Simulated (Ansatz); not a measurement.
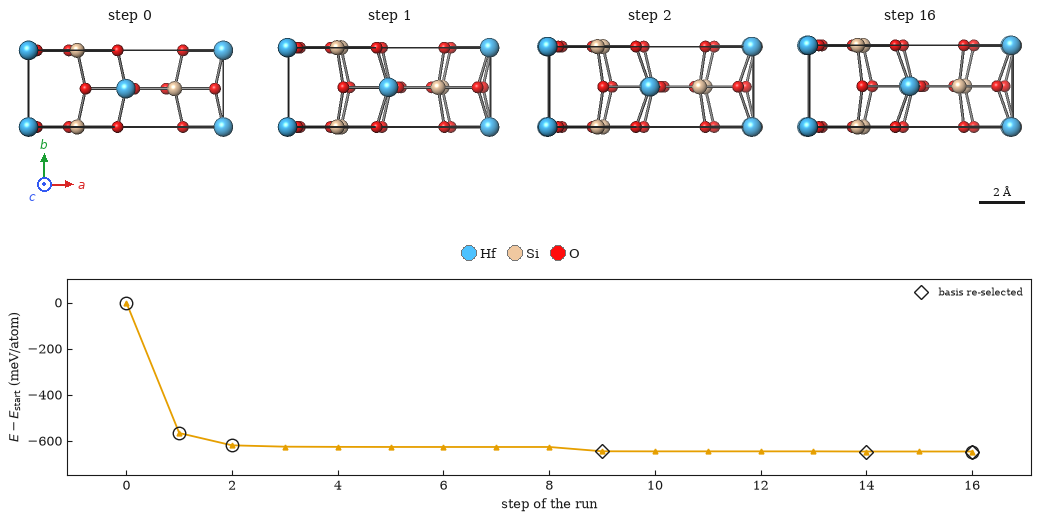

Frames of a relaxation of a crystal of HfSi₃O₈ (built on the anatase host type), marked on the history of the run. A ball-and-stick model of the conventional cell (2 times the calculation's cell), seen along the c axis. Lengths and directions refer to the drawn axes.

Method: DFT, PBE, plane waves, PAW in Ansatz.

Input
```yaml
crystal:
  lattice:
    - [4.7011926, -1.72105555, 0.0]
    - [4.7011926, 1.72105555, 0.0]
    - [-2.52023899, 0.0, 6.40631805]
  atoms:
    - { symbol: Hf, position: [0.0, 0.0, 0.0] }
    - { symbol: Si, position: [0.25, 0.25, 0.375] }
    - { symbol: O, position: [0.45715212, 0.45715212, 0.47857606] }
    - { symbol: O, position: [0.20715212, 0.20715212, 0.10357606] }
    - { symbol: O, position: [0.04284788, 0.04284788, 0.27142394] }
    - { symbol: O, position: [0.79284788, 0.79284788, 0.39642394] }
    - { symbol: Si, position: [0.0, 0.0, 0.5] }
    - { symbol: Si, position: [0.25, 0.25, 0.875] }
    - { symbol: O, position: [0.45715212, 0.45715212, 0.97857606] }
    - { symbol: O, position: [0.20715212, 0.20715212, 0.60357606] }
    - { symbol: O, position: [0.04284788, 0.04284788, 0.77142394] }
    - { symbol: O, position: [0.79284788, 0.79284788, 0.89642394] }
kpoints:
  mp_grid: { grid: [8, 8, 4] }
hamiltonian:
  xc: pbe
scf:
  occupations: { method: fermi_dirac, width: 0.02 }
relax:
  f_tol: 0.005
  cell: {}
```

Q: Describe the path.

A: The energy falls by 646 meV per atom in 13 accepted moves (16 points after the start). The largest force component goes from 12 to 0.0011 eV/Å. The pressure goes from 72.18 to 0.00 GPa. At 3 points the geometry stayed and the basis and grid were re-selected for the new cell (energy shift of 18.6 meV per atom at most each time). The atom that moves furthest relative to the cell is O9 (0.33 Å along [−3 0 −2]). By element the largest moves are O 0.33 Å, Si 0.15 Å, Hf 0.09 Å. The drawn cell changes as follows: a 9.402 → 9.799 Å (+4.2 %), b 3.442 → 3.666 Å (+6.5 %), c 6.884 → 7.300 Å (+6.0 %), β 111.5° → 110.9°; the volume changes by +18.2 %. Some distances before and after: Hf1–O12 1.813 → 2.137 Å, Hf1–Si2 2.783 → 3.095 Å, Hf1–O11 1.761 → 2.042 Å, Hf1–O4 1.813 → 2.093 Å. Bond angles that change, for instance: O9–Hf1–O9 155.4° → 140.4°, Hf1–O9–Hf1 155.4° → 140.4°, O4–Si8–O10 155.4° → 169.5°. The space group stays Cm (No. 8). From step 0 to 1: O atoms move most (0.19 Å), volume +11.2 %, energy −566 meV per atom. From step 1 to 2: O9 moves most (0.11 Å), volume +3.8 %, energy −53.4 meV per atom. From step 2 to 16: O9 moves most (0.07 Å), volume +2.4 %, energy −26.8 meV per atom.

| step | E − E(0), meV/atom | largest force component, eV/Å | pressure, GPa | volume, Å³/atom | note |
| --- | --- | --- | --- | --- | --- |
| 0 | 0.00 | 11.5097 | 72.18 | 8.639 |  |
| 1 | -565.94 | 2.9117 | 15.77 | 9.611 |  |
| 2 | -619.35 | 0.8586 | 3.47 | 9.973 |  |
| 3 | -625.22 | 0.2371 | 0.08 | 10.094 |  |
| 4 | -626.09 | 0.1454 | -0.11 | 10.087 |  |
| 5 | -626.43 | 0.0565 | -0.03 | 10.088 |  |
| 6 | -626.51 | 0.0272 | -0.01 | 10.088 |  |
| 7 | -626.52 | 0.0133 | 0.00 | 10.087 |  |
| 8 | -626.52 | 0.0022 | 0.00 | 10.087 |  |
| 9 | -645.14 | 0.0122 | 2.56 | 10.087 | same geometry, new basis |
| 10 | -645.51 | 0.0872 | 0.28 | 10.196 |  |
| 11 | -645.50 | 0.0410 | -0.02 | 10.207 |  |
| 12 | -645.51 | 0.0138 | 0.00 | 10.207 |  |
| 13 | -645.51 | 0.0030 | 0.00 | 10.207 |  |
| 14 | -646.13 | 0.0029 | 0.05 | 10.207 | same geometry, new basis |
| 15 | -646.12 | 0.0011 | 0.00 | 10.209 |  |
| 16 | -646.13 | 0.0011 | 0.00 | 10.209 | same geometry, new basis |
